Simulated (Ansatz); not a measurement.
**A series of single points on Pb**

System: Pb (Fm-3m, 1 atom in the cell).
Method: Kohn-Sham DFT of a periodic cell, r2SCAN0, Ansatz PAW, no spin polarisation (Ansatz 0.2.0).

The 6 runs differ only in the geometry, by an even scaling of the cell at fixed fractional positions. The structure derives from an entry of the Crystallography Open Database.

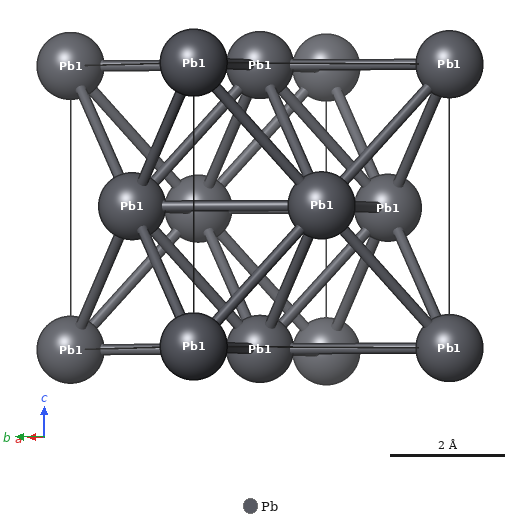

Figure 1. The structure of run 4 (ball-and-stick view of the cell 4 times as large as that of the calculation, set on its symmetry axes, seen at an oblique angle; atoms are numbered from 1 in the order of the input).

### Input of run 4
```yaml
crystal:
  lattice:
    - [0.0, 2.4914113386, 2.4914113386]
    - [2.4914113386, 0.0, 2.4914113386]
    - [2.4914113386, 2.4914113386, 0.0]
  atoms:
    - { symbol: Pb, position: [0.0, 0.0, 0.0] }
hamiltonian:
  xc: r2scan0
  pseudopotentials: { kind: paw }
kpoints:
  mp_grid: { grid: [5, 5, 5] }
scf:
  occupations: { method: fermi_dirac, width: 0.05 }
output:
  forces: true
  stress: true
  eigenvalues: true
```

Command:
```bash
ansatz run input.yaml --threads 2 --pin off --max-ram 5632MiB --backend cpu --events-out ev --progress --plain --runs-dir out
```

Run 5 differs from it as follows:
```diff
-    - [0.0, 2.4914113386, 2.4914113386]
-    - [2.4914113386, 0.0, 2.4914113386]
-    - [2.4914113386, 2.4914113386, 0.0]
+    - [0.0, 2.5075897876, 2.5075897876]
+    - [2.5075897876, 0.0, 2.5075897876]
+    - [2.5075897876, 2.5075897876, 0.0]
```

### Results, with one run withheld

| run | volume per atom (Å³) | free energy per atom, from the lowest run given (meV) | pressure (GPa) |
| --- | --- | --- | --- |
| 1 | 28.503 | 16.54 | 3.50 |
| 2 | 29.110 | 5.87 | 2.16 |
| 3 | 29.716 | 0.00 | 0.96 |
| 4 | 30.929 | 0.59 | −1.04 |
| 5 | 31.535 | ? | ? |
| 6 | 32.142 | 14.77 | −2.64 |

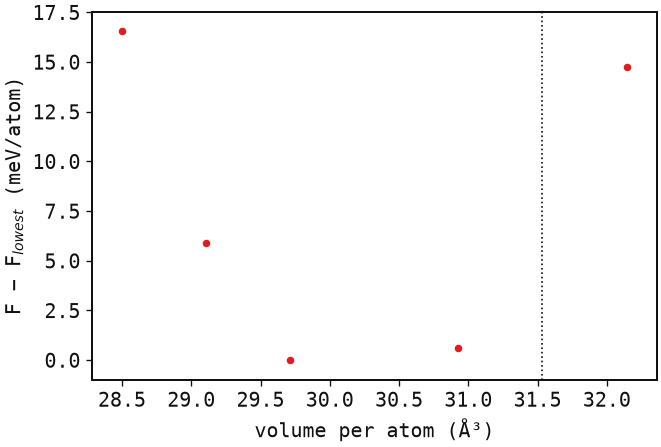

Figure 2. Free energy per atom of the runs given; the dotted line marks run 5.

Fit the runs given and predict run 5.

A cubic polynomial in V^(−2/3) (the Birch–Murnaghan form), fitted to the 5 runs given, misses them by under 0.01 meV per atom. With x = V^(−2/3) − 0.10350 Å⁻², it reads F = −1.3381 + 1076.8 x + 1.0203e+06 x² + 3.7535e+06 x³ (meV per atom). At run 5 it gives 6.17 meV per atom, and the run itself gives 6.17. The slope of the fit gives a pressure −dF/dV of −1.89 GPa there, and the run prints −1.89 GPa. The fit has its minimum at 30.264 Å³ per atom, where V d²F/dV² gives 50.6 GPa: the bulk modulus at this level, since symmetry fixes the shape and the positions.

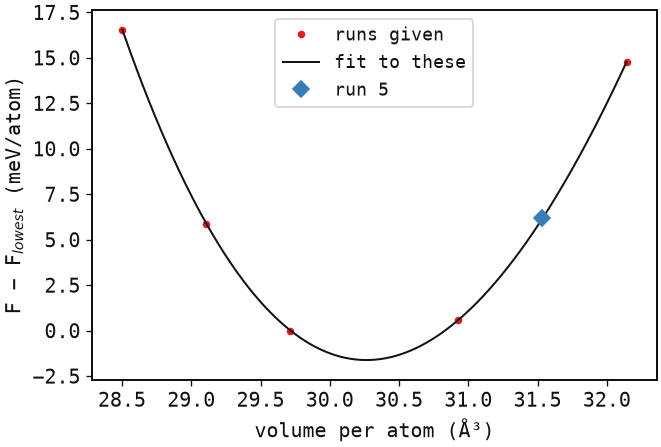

Figure 3. The fit and the withheld run.

### Output, shortened to warnings, some set-up lines, iterations and results (run 5)
```
Warning: output.stress: scf.convergence.dr2_threshold = 1e-7 eV (the SCF's general default) is looser than the 1e-10 eV advised for a printed stress (1e-10 eV for each atom of the cell: 1). What an SCF threshold leaves in a stress goes as its square root, and in the free energy as the threshold itself, and one threshold admits the most on a small cell: of the crystals measured, under no hybrid …
Warning: output.stress: scf.exx.energy_threshold = 1e-6 eV is looser than the 1e-8 eV advised for a stress under a hybrid functional (1e-8 eV for each atom of the cell: 1). Every SCF of the exchange loop can meet its threshold on dr2 while the loop round them stops early: no threshold on dr2 bounds what that leaves in the stress. Set scf.exx.energy_threshold to 1e-8 eV or tighter. The threshold …
Basis set: ecut = 500 eV, 821 PW (Γ), exchange–correlation on 108×108×108 points (64 copies of the dense FFT grid, shifted against one another)
Symmetry: 48 space group operations
k-points: 10 of 125
Initial density: superposition of atomic densities (neutral atoms: chi_scale 0, normalization atom), corrected by the library's trained network
[...]
SCF iter   1: F=—  HF=-11920.823524 eV  |F-HF|=—  |Δ(HF+E_count)|=         —  Δρ=6.76e-3  dr2=8.69e-3  dr2_τ=5.06e-4  ethr=1.77e-3  ⟨swp⟩=11.9  Hψ=561  notcnv=0
SCF iter   2: F=—  HF=-11920.823654 eV  |F-HF|=—  |Δ(HF+E_count)|=   1.30e-4  Δρ=1.93e-3  dr2=4.95e-4  dr2_τ=5.45e-5  ethr=3.50e-6  ⟨swp⟩=3.2  Hψ=513  notcnv=0
SCF iter   3: F=—  HF=-11920.823925 eV  |F-HF|=—  |Δ(HF+E_count)|=   2.72e-4  Δρ=5.64e-4  dr2=4.75e-5  dr2_τ=3.34e-6  ethr=3.50e-6  ⟨swp⟩=3.0  Hψ=194  notcnv=0
SCF iter   4: F=—  HF=-11920.823982 eV  |F-HF|=—  |Δ(HF+E_count)|=   5.67e-5  Δρ=4.89e-5  dr2=4.75e-7  dr2_τ=9.47e-8  ethr=3.39e-7  ⟨swp⟩=3.5  Hψ=210  notcnv=0
SCF iter   5: F=—  HF=-11920.823984 eV  |F-HF|=—  |Δ(HF+E_count)|=   1.53e-6  Δρ=1.85e-5  dr2=7.13e-8  dr2_τ=2.70e-9  ethr=3.39e-9  ⟨swp⟩=4.1  Hψ=303  notcnv=0
[... 12 lines ...]
SCF iter   1: F=—  HF=-11918.203415 eV  |F-HF|=—  |Δ(HF+E_count)|=         —  Δρ=3.20e-5  dr2=2.08e-6  dr2_τ=1.44e-8  ethr=2.18e-7  ⟨swp⟩=2.8  Hψ=228  notcnv=0
SCF iter   2: F=—  HF=-11918.203415 eV  |F-HF|=—  |Δ(HF+E_count)|=   1.58e-7  Δρ=6.55e-6  dr2=1.87e-6  dr2_τ=5.27e-10  ethr=1.60e-9  ⟨swp⟩=3.9  Hψ=268  notcnv=0
SCF iter   3: F=—  HF=-11918.203453 eV  |F-HF|=—  |Δ(HF+E_count)|=   3.79e-5  Δρ=5.46e-6  dr2=1.37e-8  dr2_τ=3.34e-10  ethr=5.29e-11  ⟨swp⟩=4.9  Hψ=381  notcnv=0
SCF iter   4: F=-11918.203453 eV  HF=-11918.203453 eV  |F-HF|=1.87e-10  |Δ(HF+E_count)|=   1.32e-9  Δρ=1.41e-6  dr2=6.21e-9  dr2_τ=3.05e-11  ethr=5.29e-11  ⟨swp⟩=2.8  Hψ=188  …
SCF 3 converged in 4 iterations: F = -11918.203453 eV  dr2 = 6.21e-9
  Residual-converged pass: ⟨swp⟩=3.1  Hψ=201  notcnv=0  max |occ|·‖R‖ = 2.3e-6 eV (tolerance 2.4e-6 eV)  dr2=6.22e-9  dr2_τ=3.33e-11  dr2_onsite=1.25e-10  max |Δocc| = 6.5e-14
hybrid outer 2: dexx = +6.963e-8 eV, tail = 1.33e-8 eV, Δε = 1.58e-3 eV (about 1.11e-4 eV left of the loop's levels)
hybrid SCF converged: 2 outer / 12 inner (+7 warm-up), last move |dexx| = 6.96e-8 eV, tail = 1.33e-8 eV
Stability not checked: this state was not tested for a lower state beside it, because the functional holds exact exchange (a hybrid, or Hartree-Fock), whose exchange loop this test does not read (fock_operator; see scf.lower_state_search)
Free energy (F): -11918.203453 eV
Frozen-core exchange: fock
Harris-Foulkes:  -11918.203453 eV  (|F-HF|=1.87e-10)
Internal energy: -11918.190741 eV  (E = F + TS)
E sigma→0 (E₀):  -11918.197097 eV
Entropy (-TS):   -0.012712 eV (-12.712 meV/atom)
Fermi energy:    9.844363 eV
--- Per-component energies (eV) ---
  E_band       = -78.736070
  E_kinetic    = 287.786540
  E_local      = -1042.450540  (includes V_loc(G=0)·N_el)
  E_nonlocal   = 349.961876
  E_hartree    = 415.485327
  E_xc         = -160.528943
  E_vxc        = -111.034472  (∫ρ·V_xc dr)
  E_exx        = -36.888620  (= α·E_x^exact, valence–valence)
  E_paw        = -10442.421726  (= ΣΔE_a)
  E_vpaw       = -327.988409  (= ΣTr[D̂ρ^β])
  E_aug_tail   = 0.000020  (compensation charges beyond the density's cutoff)
  E_vtau       = 7.795967  (kinetic-family band-sum trace: ∫τ·v_τ [+ j·A + Jᵃ·Aᵃ] dr)
  E_ewald      = -1290.083031
  E_core_change = 0.948355  (= ΣΔE_core)
  E_smearing   = -0.012712  (= −TS)
  E_closure    = -0.000000  (closes the sum)
  Σ components = -11918.203453   (vs F -11918.203453, Δ=-1.82e-12)
--- Forces (eV/Å), atoms counted from 1 ---
  atom   1  Pb     0.00000000     0.00000000    -0.00000000
  max |Σ_I F_I| component: 1.84e-30 eV/Å
--- Stress (GPa, compression-positive) ---
       -1.888229      -0.000000       0.000000
        0.000000      -1.888229       0.000000
        0.000000       0.000000      -1.888229
  P = ⅓ Tr σ = -1.8882 GPa (-18.882 kbar)
```

The program warns: the exchange loop's threshold is looser than advised for the stress; the SCF threshold is looser than advised for the printed stress. Spin–orbit coupling is left out, which matters for Pb.
